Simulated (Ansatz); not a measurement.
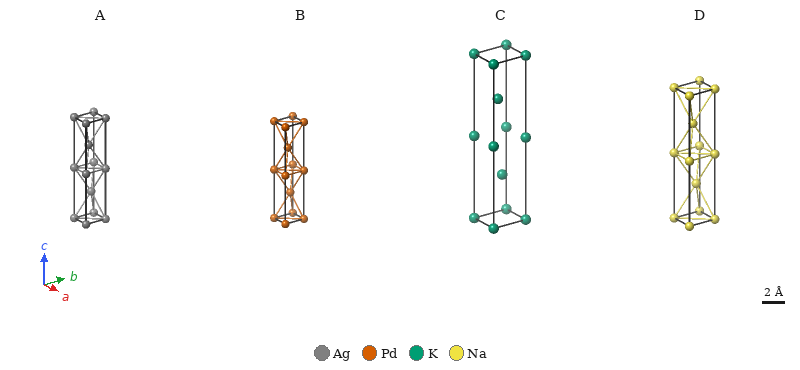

One structure type (space group P6_3/mmc for the parent) with different elements on its sites, each relaxed in cell and atoms to zero pressure (within 0.1 GPa). Style: ball-and-stick. Shown: the cell of the calculation, slightly off an axis.

Computed with DFT r2SCAN, scalar-relativistic, plane waves, PAW (Ansatz 0.2.0). (plane-wave cutoff 500 eV; occupations gaussian; smearing width 0.1 eV; no spin polarisation) The k-mesh is chosen for each cell (18×18×6, 12×12×4).

> Give the formulas, and rank the crystals by volume per atom, smallest first.

B = Pd (15.0 Å³), A = Ag (17.3 Å³), D = Na (37.7 Å³), C = K (76.4 Å³).
